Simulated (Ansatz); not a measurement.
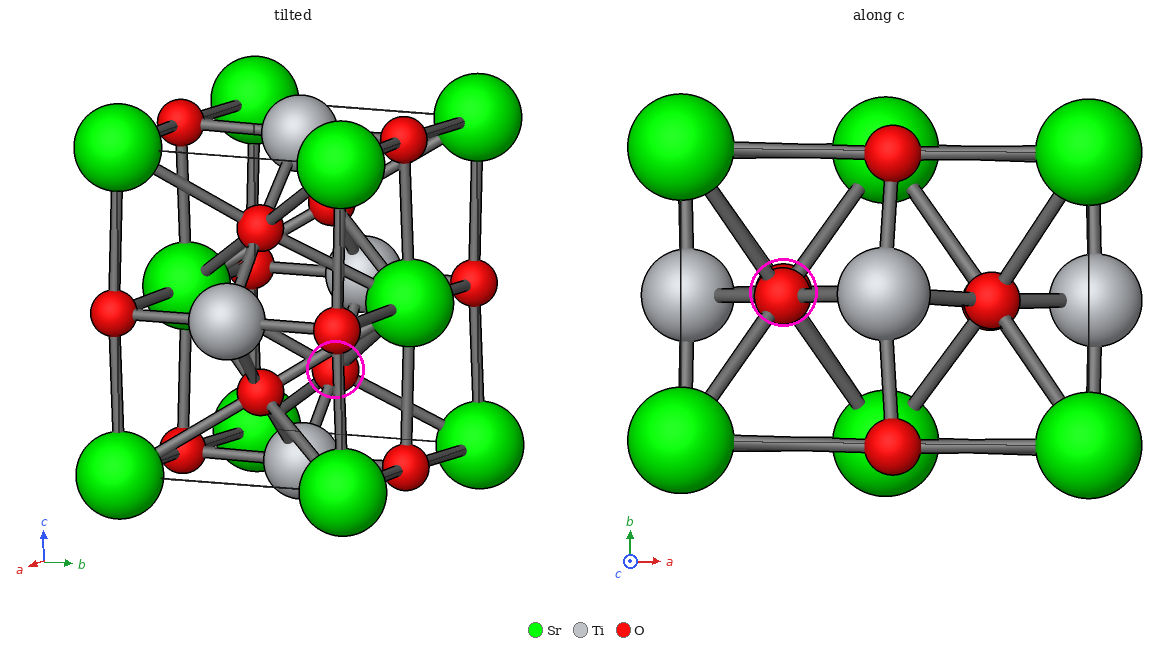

The structure above is drawn in ball-and-stick style and viewed slightly off an axis and along the c axis. The parallelepiped is the unit cell.

Cell constants: a = 5.505 Å, b = 3.958 Å, c = 5.419 Å, α = 90.60°, β = 89.15°, γ = 90.73°.

Question: What is the formula of the compound?

Answer: SrTiO₃. The cell holds 2 Sr, 2 Ti, 6 O, counting shared atoms by their share.

Question: Is the bonded network molecular, chain-like, layered or three-dimensional?

Answer: The bonds build a three-dimensional framework.

Question: Identify the parent structure behind the distortion.

Answer: It is a distorted form of a primitive cubic structure, space group Pm-3m (No. 221) within 0.25 Å: cubic perovskite.

Note that this is a known structure type with the cell strained and the atoms shaken on purpose, and that it hasn't been relaxed. Ansatz was used for an electronic-structure calculation on it.
